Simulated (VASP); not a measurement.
**What a change does: geometry relaxation on Al₂O₃**

System: Al₂O₃ (P-6m2, 5 atoms in the cell).
Method of run 1: Kohn-Sham DFT of a periodic cell, PBE, VASP PAW PBE potentials, recommended, no spin polarisation (VASP 6.6.1).

The structure derives from a Materials Project entry. 

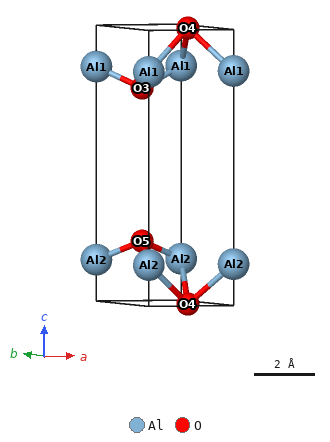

**Figure 1.** The input geometry (ball-and-stick view of the cell of the calculation, seen at an oblique angle; atoms are numbered from 1 in the order of the input).

## INCAR, run 1
```
SYSTEM = Al2O3
ALGO = Normal ; EDIFF = 1E-7
EDIFFG = -0.01 ; ENCUT = 600
GGA = PE ; IBRION = 2
ISIF = 3 ; ISMEAR = -1
LASPH = .TRUE. ; LCHARG = .FALSE.
LREAL = .FALSE. ; LWAVE = .FALSE.
NELM = 80 ; NSW = 60
PREC = Accurate ; PSTRESS = 20
SIGMA = 0.05
```

## KPOINTS, run 1
```
k-points
0
G
  8 8 3
  0 0 0
```

## POSCAR, run 1
```
Al2O3
1.0
    2.8843249483      0.0000000000      0.0000000000
   -1.4421624742      2.4978986780      0.0000000000
    0.0000000000      0.0000000000      9.3367544600
Al O
2 3
Direct
    0.0000000000      0.0000000000      0.8500076700
    0.0000000000      0.0000000000      0.1499923300
    0.3333333333      0.6666666667      0.7776830800
    0.6666666667      0.3333333333      0.0000000000
    0.3333333333      0.6666666667      0.2223169200
```

Command:
```bash
cat potpaw_PBE.64/Al/POTCAR potpaw_PBE.64/O/POTCAR > POTCAR
mpirun -np 1 vasp_std > vasp.out
```

Hardware: 1 thread of Intel Xeon @ 2.50GHz (Skylake/Cascade Lake), 176 GiB of memory available, shared host.

## OSZICAR and lines of OUTCAR (run 1)
```
N       E                     dE             d eps       ncg     rms          rms(c)
DAV:   1     0.146848143274E+03    0.14685E+03   -0.13492E+04   640   0.150E+03
DAV:   2    -0.314263085243E+02   -0.17827E+03   -0.17404E+03   808   0.304E+02
DAV:   3    -0.408214301165E+02   -0.93951E+01   -0.93795E+01   880   0.817E+01
DAV:   4    -0.409139964155E+02   -0.92566E-01   -0.92548E-01   824   0.848E+00
DAV:   5    -0.409156390848E+02   -0.16427E-02   -0.16426E-02   888   0.102E+00    0.127E+01
DAV:   6    -0.364482514828E+02    0.44674E+01   -0.20153E+01   768   0.338E+01    0.459E+00
DAV:   7    -0.364268882677E+02    0.21363E-01   -0.41059E-01   856   0.514E+00    0.249E+00
[...]
DAV:   2    -0.363962619431E+02   -0.75436E-06   -0.15852E-05   872   0.338E-02    0.293E-03
DAV:   3    -0.363962618577E+02    0.85437E-07   -0.37609E-07   744   0.677E-03
  28 F= -.35736337E+02 E0= -.35736337E+02  d E =-.112878E-04
       N       E                     dE             d eps       ncg     rms          rms(c)
DAV:   1    -0.363963770358E+02   -0.11509E-03   -0.61557E-03   640   0.694E-01    0.177E-02
DAV:   2    -0.363963845770E+02   -0.75411E-05   -0.14017E-04   856   0.101E-01    0.889E-03
DAV:   3    -0.363963835650E+02    0.10119E-05   -0.34764E-06   832   0.204E-02    0.461E-03
DAV:   4    -0.363963834016E+02    0.16344E-06   -0.16578E-06   848   0.119E-02    0.159E-03
DAV:   5    -0.363963834204E+02   -0.18816E-07   -0.36926E-07   584   0.723E-03
  29 F= -.35736354E+02 E0= -.35736354E+02  d E =-.281008E-04
[... from OUTCAR:]
  free energy    TOTEN  =       -36.39638342 eV
  energy without entropy =      -36.39638342  energy(sigma->0) =      -36.39638342
 E-fermi :   4.6662     XC(G=0): -10.2066     alpha+bet :-13.5335
  free  energy   TOTEN  =       -36.3963834204 eV
  energy  without entropy=      -36.3963834204  energy(sigma->0) =      -36.39638342
```

For run 2 the input was changed thus:
```diff
-PREC = Accurate ; PSTRESS = 20
+PREC = Accurate ; PSTRESS = 300
```

How does run 2 compare with run 1?

The free energy of run 2 is 144.9 meV per atom higher, which measures how much it depends on this numerical setting. The gap on the mesh goes from 4.56 to 4.83 eV. The pressure goes from 1.95 to 30.04 GPa. The volume per atom goes from 10.57 to 8.62 Å³. The SCF takes 182 iterations over all geometry steps against 274.

## OSZICAR and lines of OUTCAR (run 2)
```
N       E                     dE             d eps       ncg     rms          rms(c)
DAV:   1     0.146848143274E+03    0.14685E+03   -0.13492E+04   640   0.150E+03
DAV:   2    -0.314263085243E+02   -0.17827E+03   -0.17404E+03   808   0.304E+02
DAV:   3    -0.408214301165E+02   -0.93951E+01   -0.93795E+01   880   0.817E+01
DAV:   4    -0.409139964155E+02   -0.92566E-01   -0.92548E-01   824   0.848E+00
DAV:   5    -0.409156390848E+02   -0.16427E-02   -0.16426E-02   888   0.102E+00    0.127E+01
DAV:   6    -0.364482514828E+02    0.44674E+01   -0.20153E+01   768   0.338E+01    0.459E+00
DAV:   7    -0.364268882677E+02    0.21363E-01   -0.41059E-01   856   0.514E+00    0.249E+00
[...]
DAV:   2    -0.356684144296E+02    0.75562E-07   -0.21601E-07   592   0.440E-03
  18 F= -.27602464E+02 E0= -.27602464E+02  d E =-.813455E-04
       N       E                     dE             d eps       ncg     rms          rms(c)
DAV:   1    -0.356720432885E+02   -0.36288E-02   -0.12174E-02   640   0.970E-01    0.445E-02
DAV:   2    -0.356720265318E+02    0.16757E-04   -0.28761E-04   872   0.145E-01    0.138E-02
DAV:   3    -0.356720221897E+02    0.43421E-05   -0.10552E-05   928   0.352E-02    0.588E-03
DAV:   4    -0.356720213562E+02    0.83353E-06   -0.34508E-06   896   0.172E-02    0.152E-03
DAV:   5    -0.356720212463E+02    0.10993E-06   -0.29438E-07   824   0.478E-03    0.645E-04
DAV:   6    -0.356720211702E+02    0.76024E-07   -0.13039E-08   424   0.127E-03
  19 F= -.27602498E+02 E0= -.27602498E+02  d E =-.338715E-04
[... from OUTCAR:]
  free energy    TOTEN  =       -35.67202117 eV
  energy without entropy =      -35.67202117  energy(sigma->0) =      -35.67202117
 E-fermi :   7.6189     XC(G=0): -11.4450     alpha+bet :-16.6041
  free  energy   TOTEN  =       -35.6720211702 eV
  energy  without entropy=      -35.6720211702  energy(sigma->0) =      -35.67202117
```

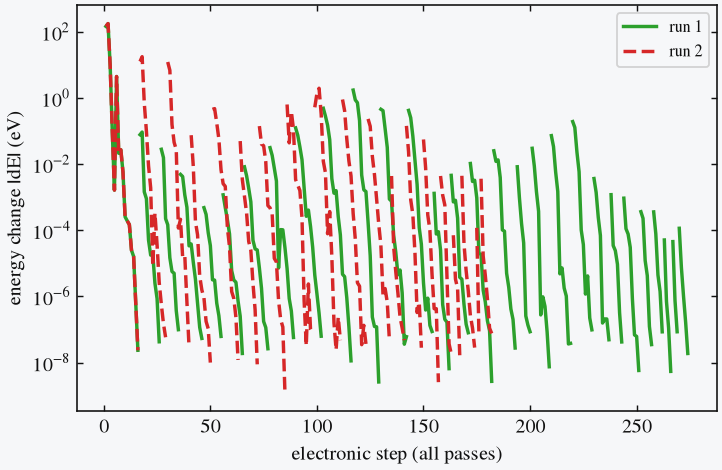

**Figure 2.** Convergence of the two runs: energy change |dE| against the electronic step. A break in a curve parts two SCF passes. Run 1 takes 274 steps in all, and run 2 takes 182.

## The two runs side by side

```csv
quantity,run 1,run 2
outcome,converged,converged
free energy per atom (eV),−7.2793,−7.1344
gap on the mesh (eV),4.56,4.83
pressure (GPa),1.95,30.04
volume per atom (Å³),10.57,8.62
largest force (eV/Å),0.009,0.007
SCF iterations,274,182
irreducible k-points,20,20
```

For both runs: The volume changed by more than 5 % on the plane waves of the start, so the result carries a basis error; a second relaxation from the end is advised. For run 2: The cell was relaxed to the target pressure of the input; what is minimised is then the enthalpy E + pV.
